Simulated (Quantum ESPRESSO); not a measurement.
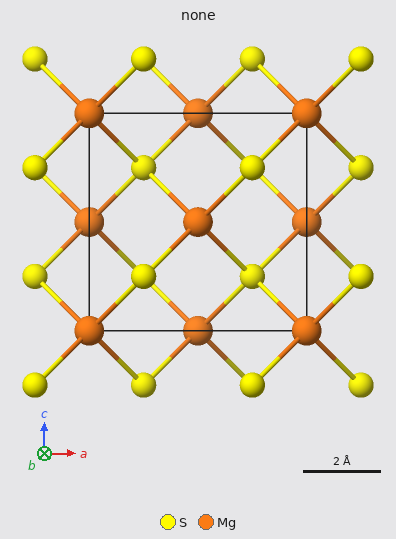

Crystalline MgS (set up in F-43m), relaxed (cell and atoms) with several dispersion corrections. The picture shows the result with none. The picture is a ball-and-stick view of the conventional cell (4 times the calculation's cell), seen along the b axis. Lengths and directions refer to the drawn axes.

Computed with Quantum ESPRESSO 7.5: PBEsol, GBRV 1.5 PBEsol. (plane-wave cutoff 612.3 eV; k-point mesh 8 × 8 × 8; occupations fermi-dirac; smearing width 0.05 eV; optimiser LBFGS; no spin polarisation)

```csv
dispersion correction,volume (Å³/atom),a (Å)
none,22.525,5.648
D3,22.059,5.609
D3(BJ),21.946,5.600
D4,?,?
```

Fill in the missing row.

Answer. With D4 the volume falls between D3 (22.059) and none (22.525). The calculation gives 22.162 Å³/atom (a = 5.618 Å). In order of volume: D3(BJ) < D3 < D4 < none; the spread is 2.6 %.

Each member starts from this one structure; whether another phase lies lower wasn't checked.
